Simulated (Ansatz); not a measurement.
# TaSi$_{2}$: what the fields show

Input file:

```
crystal:
  lattice:
    - [5.6454013816, 0.0, 0.0]
    - [0.0, 5.6454013816, 0.0]
    - [0.0, 0.0, 5.6454013816]
  atoms:
    - { symbol: Ta, position: [0.0, 0.0, 0.0] }
    - { symbol: Ta, position: [0.5, 0.5, 0.5] }
    - { symbol: Si, position: [0.25, 0.25, 0.25] }
    - { symbol: Si, position: [0.25, 0.75, 0.75] }
    - { symbol: Si, position: [0.75, 0.75, 0.25] }
    - { symbol: Si, position: [0.75, 0.25, 0.75] }
basis:
  ecutwfc: 420
kpoints:
  mp_grid: { grid: [8, 8, 8] }
hamiltonian:
  xc: pbe
scf:
  occupations: { method: gaussian, width: 0.1 }
output:
  forces: true
  stress: true
  eigenvalues: true
  write_density: true
  write_potential: true
  elf: true
  volumetric_format: npy
relax:
  adjacent_minimum: "off"
  f_tol: 0.01
  max_steps: 80
  cell: { stress_tol: 0.05 }
```

Run with:

```sh
ansatz run input.yaml --threads 1 --pin off --max-ram 2560MiB --backend cpu --events-out ev --progress --plain --runs-dir out
```

Below, planes, directions and counts refer to the conventional cell (a = 5.65 Å, b = 5.65 Å, c = 5.65 Å, α = 90.00°, β = 90.00°, γ = 90.00°).

The fields are those of the relaxed geometry.

Space group Pn-3m; started from the cuprite_224 prototype, which need not be the ambient phase.

The calculation used DFT PBE, scalar-relativistic, plane waves, PAW (Ansatz 0.2.0).

Core electrons are frozen (PAW), and the valence fields are smoothed inside the atomic spheres.

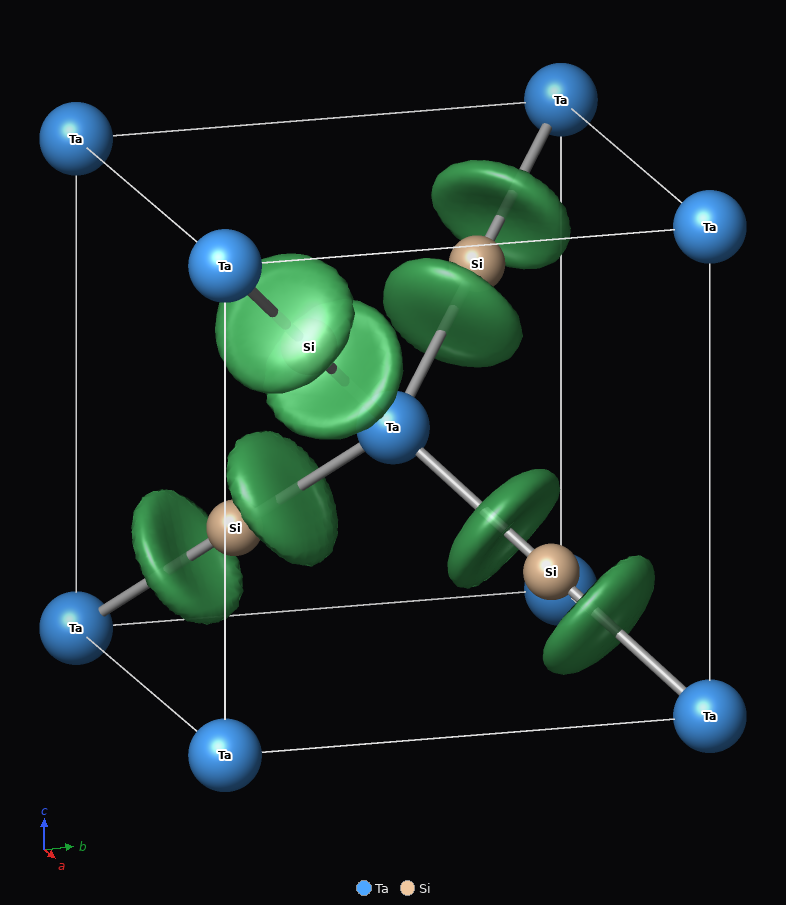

Figure 1. Isosurface of the ELF at 0.85 (green), seen slightly off an axis. Only the valence region is drawn (cores and ρ < 0.01 e/Å³ removed). Sticks mark near contacts.

Describe the localisation domains.

The surface consists of eight lobes of the valence shell of Si pointing towards Ta (polar bonds), counted in one cell of 6 atoms. Regions shared between cells count once. Profiles from the grid: Ta–Si (2.45 Å): the ELF peaks at about 0.90 in the valence shell of Si, 0.9 Å from its nucleus, and is about 0.60 at the midpoint.

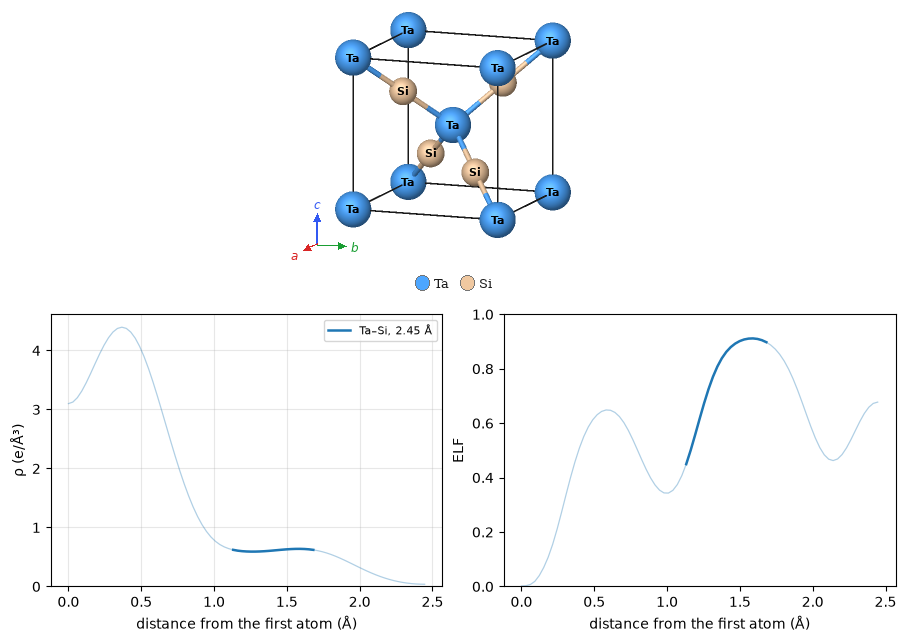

Figure 2. Valence pseudo-density and ELF along straight lines between neighbouring atoms. Thin, pale parts lie inside the atomic spheres. The structure is drawn too.

What can be read from the curves?

Ta–Si (2.45 Å): ρ at the midpoint is about 0.59 e/Å³; the ELF peaks at about 0.90 in the valence shell of Si, 0.9 Å from its nucleus, and is about 0.60 at the midpoint.

Metal or insulator at this level of theory?

It is gapless in this calculation (a metal or semimetal).
